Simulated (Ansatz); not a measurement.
Cs: several calculations on one system

## 1. Relaxation

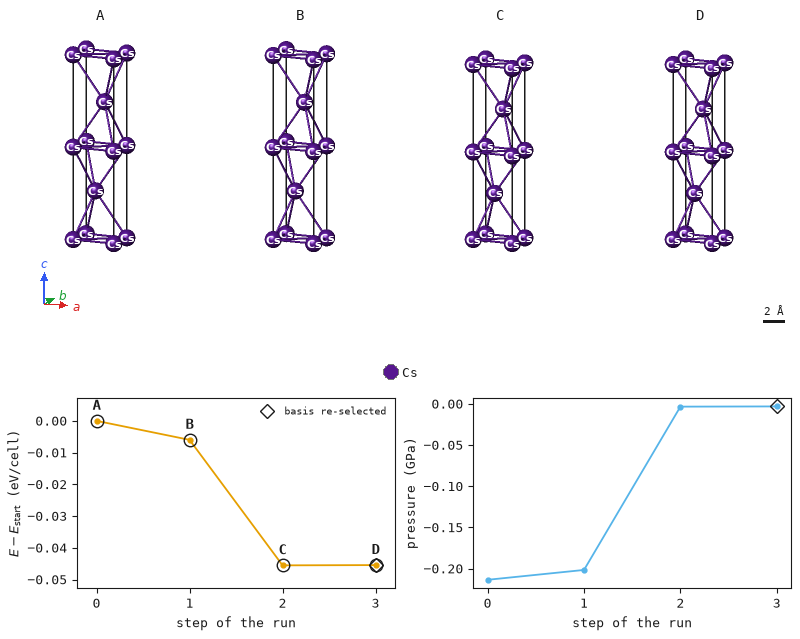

Frames of a relaxation of crystalline Cs (set up in P6_3/mmc), marked on the history of the run. A ball-and-stick model of the cell of the calculation, seen slightly off an axis.

All numbers below come from DFT PBEsol, scalar-relativistic, plane waves, PAW in Ansatz 0.2.0. Set-up: plane-wave cutoff 420 eV; k-point mesh 12 × 12 × 4; occupations gaussian; smearing width 0.1 eV; no spin polarisation; cell and atoms relaxed; force threshold 0.005 eV/Å; at most 80 steps.

What happens along the run?

Answer. The energy falls by 45.4 meV per cell of the calculation in 2 accepted moves (3 points after the start). All forces vanish by symmetry, so only the cell relaxes. The pressure goes from −0.21 to 0.00 GPa. At 1 point the geometry stayed and the basis and grid were re-selected for the new cell (energy shift of 0.1 meV per cell of the calculation at most each time). No atom moves by more than 0.005 Å relative to the cell. The drawn cell changes as follows: a = b 5.566 → 5.367 Å (−3.6 %), c 18.522 → 17.546 Å (−5.3 %); the volume changes by −11.9 %. Some distances before and after: Cs–Cs 5.636 → 5.370 Å, Cs–Cs 5.566 → 5.367 Å. The space group stays P6_3/mmc (No. 194). From step 0 to 1: volume −0.9 %, energy −6.0 meV per cell of the calculation. From step 1 to 2: volume −11.1 %, energy −39.5 meV per cell of the calculation. From step 2 to 3: energy +0.1 meV per cell of the calculation.

| step | E − E(0), meV/atom | pressure, GPa | volume, Å³/atom | note |
| --- | --- | --- | --- | --- |
| 0 | 0.00 | -0.21 | 124.228 |  |
| 1 | -1.50 | -0.20 | 123.101 |  |
| 2 | -11.38 | 0.00 | 109.409 |  |
| 3 | -11.36 | 0.00 | 109.409 | same geometry, new basis |

## 2. A change

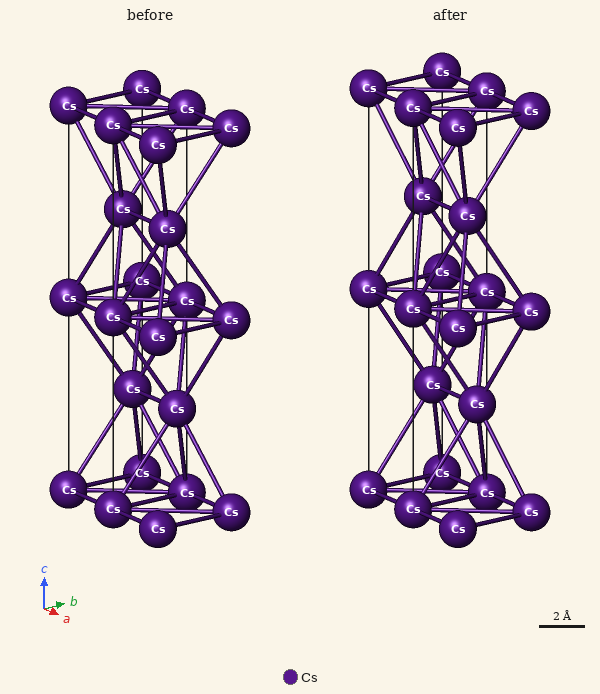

Left: crystalline Cs (set up in P6_3/mmc). Right: the same structure after one change, at the same scale. Style: ball-and-stick. Shown: the cell of the calculation, repeated 2 × 1 × 1 with one cell outlined, slightly off an axis.

Level of theory: DFT PBEsol, scalar-relativistic, plane waves, PAW in Ansatz. Settings: plane-wave cutoff 420 eV; k-point mesh 12 × 12 × 4; occupations gaussian; smearing width 0.1 eV; no spin polarisation.

What distinguishes the right structure from the left one?

Strain along c alone, +4.5 %, is applied. Symmetry leaves the atoms no freedom, so this is a single point.

What does the change do?

Among the bonded contacts that change: Cs–Cs 5.369 → 5.367 to 5.533 Å. The space group stays P6_3/mmc (No. 194). It costs 3.2 meV per atom. Pressure: 0.0 GPa before, −0.1 GPa after. All forces vanish by symmetry.

## 3. Series

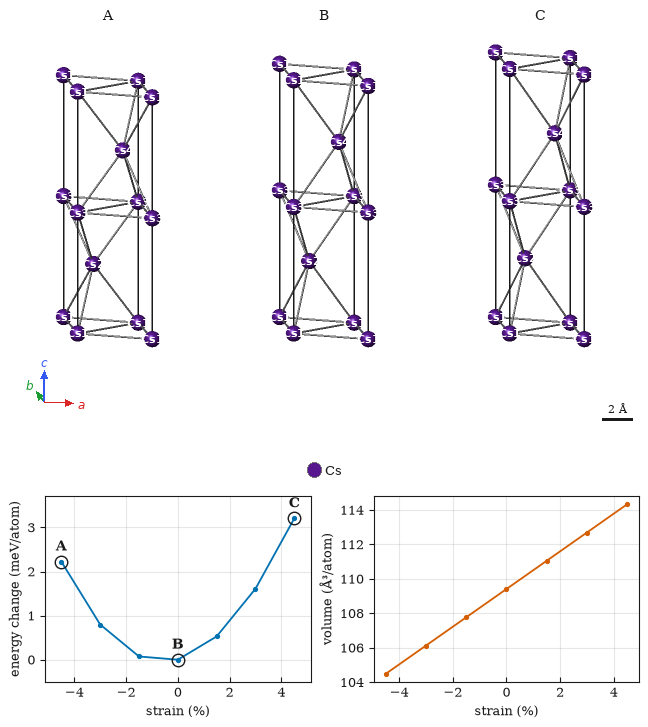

Members of a series of calculations on solid Cs (set up in P6_3/mmc), marked on the first curve. The picture is a ball-and-stick view of the cell of the calculation, seen slightly off an axis.

Method: DFT PBEsol, scalar-relativistic, plane waves, PAW (Ansatz). Set-up: plane-wave cutoff 420 eV; k-point mesh 12 × 12 × 4; occupations gaussian; smearing width 0.1 eV; no spin polarisation.

> Which kind of strain is it, and how does the structure respond?

Strain along c alone, the other axes held, atoms relaxed. A (strain −4.5 %): energy change 2.2 meV/atom, volume 104.49 Å³ per atom. B (strain 0.0 %): energy change 0.0 meV/atom, volume 109.41 Å³ per atom. C (strain 4.5 %): energy change 3.2 meV/atom, volume 114.33 Å³ per atom. The rest compares A with C. Cell: a = b unchanged at 5.367 Å, c 16.756 → 18.336 Å (+9.4 %). Volume +9.4 %. Among the bonded contacts that change: Cs–Cs 5.210 → 5.533 Å.
